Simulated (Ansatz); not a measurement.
## Geometry relaxation of C16H (part 2 of 2)

The same run, continued: C16H (defect cell, 17 atoms in the cell); DFT PBE, scalar-relativistic, plane waves, PAW, spin-polarised (Ansatz 0.2.0); cutoff 420 eV, 3×3×3 k-mesh, Fermi–Dirac smearing of 0.02 eV, collinear spins. It belongs to a series of runs on one base structure; here: start relaxed.

Geometry of the input (Å; fractional positions):
```
0.0000  3.5700  3.5700
3.5700  0.0000  3.5700
3.5700  3.5700  0.0000
C  0.0000  0.0000  0.0000
C  0.1250  0.1250  0.1250
C  -0.0000  0.0000  0.5000
C  0.1250  0.1250  0.6250
C  -0.0000  0.5000  0.0000
C  0.1250  0.6250  0.1250
C  -0.0000  0.5000  0.5000
C  0.1250  0.6250  0.6250
C  0.5000  -0.0000  0.0000
C  0.6250  0.1250  0.1250
C  0.5000  0.0000  0.5000
C  0.6250  0.1250  0.6250
C  0.5000  0.5000  0.0000
C  0.6250  0.6250  0.1250
C  0.5000  0.5000  0.5000
C  0.6250  0.6250  0.6250
H  0.7524  0.2445  0.2497
```

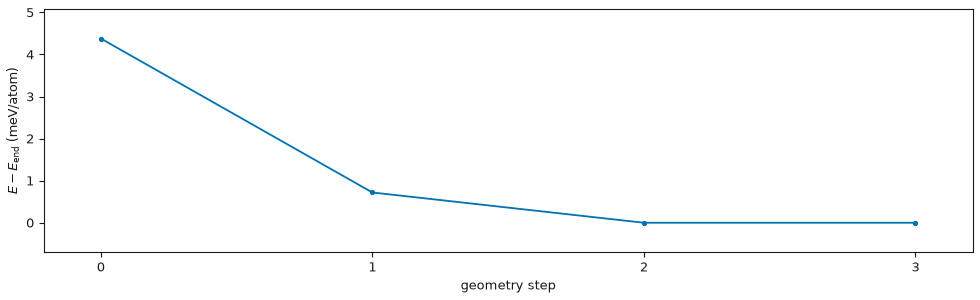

Progress of the relaxation, step by step (the first geometry is step 0 here and step 1 in the log).

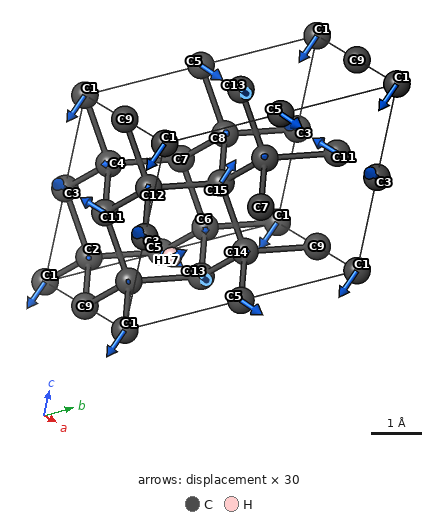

The starting structure with the displacements as blue arrows, magnified 30 times (ball-and-stick view of the cell of the calculation, seen slightly off an axis). The energy falls by 4.4 meV per atom in 3 geometry steps. Largest force component: 1.2 eV/Å at the start, 0.046 eV/Å at the end. The atom that moves furthest is C1 (0.023 Å). Largest moves by element: C 0.023 Å, H 0.012 Å. The cell doesn't change. Among the contacts that change: C11–C16 1.546 → 1.532 Å, C10–C11 1.546 → 1.559 Å, C4–C7 1.546 → 1.551 Å. (Atoms are counted from 1 in the order of the input.)

```
SCF converged after 3 iterations
Magnetization: 0.9237 μB (32.9619 up, 32.0381 down)
Absolute magnetization: 0.9621 μB (∫|ρ↑−ρ↓|, with the PAW one-centre terms)
Spin contamination: 0.0025 ħ² per cell (⟨S²⟩ above its minimum at these occupations)
Per-site moments (μB) at R_I (Å): [(0.021110857730841568, 0.6317191248479135), (0.0028692509461170856, 0.6364912536164798), (0.020608210944583916, 0.6318016664335258), (0.006813049570635026, 0.6317191248479135), (0.019979336173234417, 0.6319932531231014), (0.006664563784611898, 0.6318134451819346), (0.012274063917047056, 0.6398273588635527), (0.006564428508873416, 0.631954235037181), (0.08964738048881868, 0.6356156010408761), (0.0028552220697064326, 0.6358950668832946), (0.02074323941092321, 0.631778973536051), (0.002834126628422606, 0.6361627133590296), (0.020110175552355433, 0.631971352321658), (0.00275715005592389, 0.6356156010408761), (0.019634285537363988, 0.6320933841736177), (0.0065905089920721025, 0.6319170423101599), (0.3476399218038267, 0.6358950668832946)]
Free energy (F): -4022.528592 eV
Harris-Foulkes:  -4022.528592 eV  (|F-HF|=7.62e-9)
Internal energy: -4022.525856 eV  (E = F + TS)
E sigma→0 (E₀):  -4022.527224 eV
Entropy (-TS):   -0.002735 eV (-0.161 meV/atom)
Fermi energy:    16.325917 eV
--- Per-component energies (eV) ---
  E_band       = 294.426664
  E_kinetic    = 1499.784432
  E_local      = -964.915267  (includes V_loc(G=0)·N_el)
  E_nonlocal   = 429.463285
  E_hartree    = 210.363653
  E_xc         = -791.593563
  E_vxc        = -983.580680  (∫ρ·V_xc dr)
  E_paw        = -1587.917131  (= ΣΔE_a)
  E_vpaw       = -107.051239  (= ΣTr[D̂ρ^β])
  E_aug_tail   = -0.001061  (compensation charges beyond the density's cutoff)
  E_ewald      = -2817.710204
  E_smearing   = -0.002735  (= −TS)
  E_closure    = -0.000000  (closes the sum)
  Σ components = -4022.528592   (vs F -4022.528592, Δ=0.00e0)
--- Forces (eV/Å), atoms counted from 1 ---
  atom   1  C      0.00759807     0.00183528    -0.00242418
  atom   2  C     -0.02746346     0.02371331     0.01796710
  atom   3  C     -0.00420283    -0.00470816    -0.00268264
  atom   4  C      0.01032877    -0.01049834     0.01043616
  atom   5  C     -0.00335598     0.00070898    -0.00066669
  atom   6  C      0.00968940     0.00981312    -0.00986857
  atom   7  C      0.00046713    -0.00009941     0.00020518
  atom   8  C     -0.00942880    -0.00935384    -0.00936286
  atom   9  C      0.00679053    -0.00259416     0.00367997
  atom  10  C     -0.02989577    -0.02121125    -0.02705134
  atom  11  C     -0.00416952     0.00206191     0.00550235
  atom  12  C      0.00933309     0.01750102    -0.01840887
  atom  13  C     -0.00331580     0.00150326    -0.00133068
  atom  14  C     -0.00049122    -0.00277871     0.00195241
  atom  15  C      0.00163036     0.00094660    -0.00160994
  atom  16  C     -0.00957516     0.00945388     0.00943798
  atom  17  H      0.04607426    -0.01629822     0.02423156
  max |Σ_I F_I| component: 1.31e-5 eV/Å
--- Relaxed structure (4 steps of the walk, 4 accepted, 0 SCFs on fresh bases) ---
  F+E_penalty+E_count = -4022.52859174 eV   max|allowed force component| = 4.607e-2 eV/Å
  atoms:
    - { symbol: C, position: [0.0031791475449836236, -0.0032641786372431094, -0.0031001422644298636] }
    - { symbol: C, position: [0.1257573431859796, 0.12463756766428429, 0.12475889075152075] }
    - { symbol: C, position: [0.0030415927341445243, -0.003176779655868525, 0.5030194893130443] }
    - { symbol: C, position: [0.12553160864797064, 0.12348278719573202, 0.6254096020474369] }
    - { symbol: C, position: [0.002869571197257559, 0.5027859147981175, -0.002891753949015363] }
    - { symbol: C, position: [0.1255386566208468, 0.6251902981776727, 0.12368809526674002] }
    - { symbol: C, position: [8.000294554694198e-5, 0.49981874752931227, 0.49998682817197754] }
    - { symbol: C, position: [0.12554230309838538, 0.6251941239396652, 0.6254205995669333] }
    - { symbol: C, position: [0.5000668882726125, -0.00015410882196714715, -3.276769024840309e-6] }
    - { symbol: C, position: [0.6248470936335977, 0.12466269377251521, 0.12478335708671989] }
    - { symbol: C, position: [0.4970577187299774, -0.0031997147644391155, 0.5030569298766945] }
    - { symbol: C, position: [0.6247613490984536, 0.12457336223765791, 0.62588038700471] }
    - { symbol: C, position: [0.4971788633560008, 0.5028228569747695, -0.0029142688402539196] }
    - { symbol: C, position: [0.62466368699963, 0.626051301563542, 0.12459723759180696] }
    - { symbol: C, position: [0.4972636121814157, 0.5026881896071277, 0.502749721840289] }
    - { symbol: C, position: [0.6238012156957221, 0.6251932709129714, 0.6254197641017534] }
    - { symbol: H, position: [0.7512390460574749, 0.24718546750614945, 0.24981983920309753] }
```

**Trajectory as extended XYZ (Å, eV, eV/Å), 4 frames, from step=1 to step=4**
```
17
Lattice="0.0000 3.5700 3.5700 3.5700 0.0000 3.5700 3.5700 3.5700 0.0000" Properties=species:S:1:pos:R:3:forces:R:3 step=1 energy=-4022.45414
C     0.0000    0.0000    0.0000   -1.2055  -0.0029   0.0062
C     0.8925    0.8925    0.8925   -0.0496   0.0600   0.0742
C     1.7850    1.7850    0.0000    0.0113   1.1544   0.0026
C     2.6775    2.6775    0.8925   -0.0676   0.0622  -0.0636
C     1.7850    0.0000    1.7850    0.0142  -0.0094   1.0881
C     2.6775    0.8925    2.6775   -0.0723  -0.0607   0.0593
C     3.5700    1.7850    1.7850    0.0038  -0.0012   0.0019
C     4.4625    2.6775    2.6775    0.0588   0.0704   0.0628
C     0.0000    1.7850    1.7850   -0.0521   0.0172  -0.0267
C     0.8925    2.6775    2.6775   -0.0501  -0.0723  -0.0579
C     1.7850    3.5700    1.7850    0.0124  -0.0004  -1.1678
C     2.6775    4.4625    2.6775    0.0787   0.0577  -0.0551
C     1.7850    1.7850    3.5700    0.0153  -1.1007   0.0116
C     2.6775    2.6775    4.4625    0.0719  -0.0626   0.0651
C     3.5700    3.5700    3.5700    1.0542  -0.0069   0.0081
C     4.4625    4.4625    4.4625    0.0578  -0.0633  -0.0709
H     1.7642    3.5775    3.5590    0.1189  -0.0415   0.0622
17
Lattice="0.0000 3.5700 3.5700 3.5700 0.0000 3.5700 3.5700 3.5700 0.0000" Properties=species:S:1:pos:R:3:forces:R:3 step=2 energy=-4022.51636
C    -0.0145    0.0001   -0.0001   -0.4071  -0.0007  -0.0007
C     0.8923    0.8926    0.8925   -0.0902   0.0883   0.0859
C     1.7848    1.7988   -0.0003   -0.0018   0.3896   0.0020
C     2.6769    2.6777    0.8922   -0.1218   0.1264  -0.1251
C     1.7850   -0.0002    1.7979   -0.0051   0.0053   0.3675
C     2.6767    0.8925    2.6774   -0.1147  -0.1236   0.1248
C     3.5697    1.7851    1.7849    0.0006  -0.0003   0.0004
C     4.4622    2.6781    2.6775    0.1224   0.1136   0.1192
C    -0.0003    1.7851    1.7848   -0.0126   0.0036  -0.0062
C     0.8924    2.6776    2.6775   -0.0903  -0.0864  -0.0889
C     1.7849    3.5703    1.7710   -0.0025  -0.0026  -0.3941
C     2.6776    4.4628    2.6772    0.0844   0.0879  -0.0884
C     1.7851    1.7719    3.5702   -0.0059  -0.3715  -0.0060
C     2.6780    2.6769    4.4630    0.0834  -0.0849   0.0845
C     3.5824    3.5699    3.5700    0.3568   0.0034  -0.0033
C     4.4622    4.4624    4.4619    0.1239  -0.1195  -0.1139
H     1.7689    3.5758    3.5615    0.0808  -0.0287   0.0425
17
Lattice="0.0000 3.5700 3.5700 3.5700 0.0000 3.5700 3.5700 3.5700 0.0000" Properties=species:S:1:pos:R:3:forces:R:3 step=3 energy=-4022.52859
C    -0.0227    0.0003   -0.0003    0.0075   0.0018  -0.0024
C     0.8903    0.8943    0.8939   -0.0275   0.0238   0.0180
C     1.7844    1.8066   -0.0005   -0.0042  -0.0046  -0.0027
C     2.6735    2.6809    0.8890    0.0103  -0.0104   0.0103
C     1.7846   -0.0001    1.8052   -0.0033   0.0007  -0.0005
C     2.6735    0.8897    2.6801    0.0096   0.0097  -0.0098
C     3.5693    1.7852    1.7846    0.0005  -0.0001   0.0002
C     4.4647    2.6809    2.6801   -0.0093  -0.0093  -0.0093
C    -0.0006    1.7852    1.7847    0.0068  -0.0026   0.0037
C     0.8905    2.6762    2.6757   -0.0300  -0.0213  -0.0271
C     1.7845    3.5704    1.7631   -0.0042   0.0021   0.0054
C     2.6791    4.4648    2.6751    0.0094   0.0176  -0.0185
C     1.7847    1.7645    3.5700   -0.0033   0.0014  -0.0013
C     2.6798    2.6749    4.4651   -0.0004  -0.0029   0.0020
C     3.5894    3.5700    3.5698    0.0018   0.0009  -0.0016
C     4.4647    4.4597    4.4589   -0.0095   0.0094   0.0094
H     1.7743    3.5738    3.5644    0.0461  -0.0163   0.0242
17
Lattice="0.0000 3.5700 3.5700 3.5700 0.0000 3.5700 3.5700 3.5700 0.0000" Properties=species:S:1:pos:R:3:forces:R:3 step=4 energy=-4022.52859
C    -0.0227    0.0003   -0.0003    0.0076   0.0018  -0.0024
C     0.8903    0.8943    0.8939   -0.0275   0.0237   0.0180
C     1.7844    1.8066   -0.0005   -0.0042  -0.0047  -0.0027
C     2.6735    2.6809    0.8890    0.0103  -0.0105   0.0104
C     1.7846   -0.0001    1.8052   -0.0034   0.0007  -0.0007
C     2.6735    0.8897    2.6801    0.0097   0.0098  -0.0099
C     3.5693    1.7852    1.7846    0.0005  -0.0001   0.0002
C     4.4647    2.6809    2.6801   -0.0094  -0.0094  -0.0094
C    -0.0006    1.7852    1.7847    0.0068  -0.0026   0.0037
C     0.8905    2.6762    2.6757   -0.0299  -0.0212  -0.0271
C     1.7845    3.5704    1.7631   -0.0042   0.0021   0.0055
C     2.6791    4.4648    2.6751    0.0093   0.0175  -0.0184
C     1.7847    1.7645    3.5700   -0.0033   0.0015  -0.0013
C     2.6798    2.6749    4.4651   -0.0005  -0.0028   0.0020
C     3.5894    3.5700    3.5698    0.0016   0.0009  -0.0016
C     4.4647    4.4597    4.4589   -0.0096   0.0095   0.0094
H     1.7743    3.5738    3.5644    0.0461  -0.0163   0.0242
```

**Results in brief**

```csv
quantity,value
outcome,converged
electrons treated,65
free energy,−4022.5286 eV
Fermi energy,16.326 eV
net moment of the cell,0.92 μB
integrated absolute moment,0.96 μB
final volume,91.00 Å³
largest force (length of the vector) at the end,0.055 eV/Å
wall time,16 s
peak memory,0.42 GiB
```

**Notes**

The k-point mesh is coarse for a cell of this size, so the results may not be converged.
